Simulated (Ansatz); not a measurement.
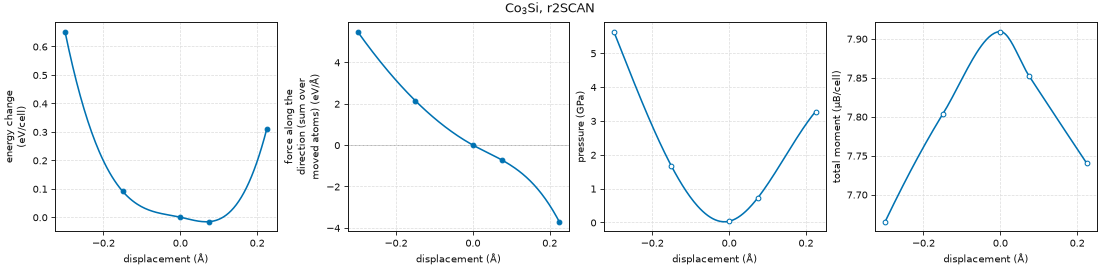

Calculation (Ansatz 0.2.0): all atoms of one element of a crystal moved along a line, all else fixed, by plane-wave density functional theory with PAW datasets, free energies less that of the undisturbed cell, pressure positive in compression; scalar-relativistic. Level: r2SCAN, collinear spin.

wave cutoff 500 eV; k mesh 12×12×10; occupations Gaussian; smearing width 0.15 eV; k shift (0, 0, 0) (mesh steps); start relaxed; moved element Si; direction (0, 0, 1) (Cartesian unit vector).

Starting cell:
```xyz
8
Lattice="4.9090 0.0000 0.0000 -2.4545 4.2513 0.0000 0.0000 0.0000 4.0577" Properties=species:S:1:pos:R:3 pbc="T T T"
Co    0.0000    1.4360    3.0433
Co    1.2109    3.5333    3.0433
Co   -1.2109    3.5333    3.0433
Co    2.4545    2.8153    1.0144
Co    1.2436    0.7180    1.0144
Co    3.6654    0.7180    1.0144
Si    2.4545    1.4171    3.0433
Si    0.0000    2.8342    1.0144
```

Figure. Energy change, force along the direction (sum over moved atoms), pressure and total moment against displacement for Co₃Si, space group P6_3/mmc (No. 194).

The energy falls towards positive values, so the start isn't a stationary minimum along this path. The energy change is 0.6522 eV/cell at displacement −0.300 Å and 0.3094 eV/cell at 0.225 Å; the lowest computed point is at displacement 0.075 Å (−0.0158 eV/cell). The force along the direction (sum over moved atoms) falls from 5.48 eV/Å at displacement −0.300 Å to −3.71 eV/Å at 0.225 Å, and changes sign near 0.00 Å. The pressure goes from 5.635 GPa at displacement −0.300 Å to 3.274 GPa at 0.225 Å, not monotonically, with a low of 0.034 GPa at 0.000 Å. The total moment goes from 7.665 μB/cell at displacement −0.300 Å to 7.740 μB/cell at 0.225 Å, not monotonically, with a high of 7.909 μB/cell at 0.000 Å.

Caveats: state may not be the lowest.
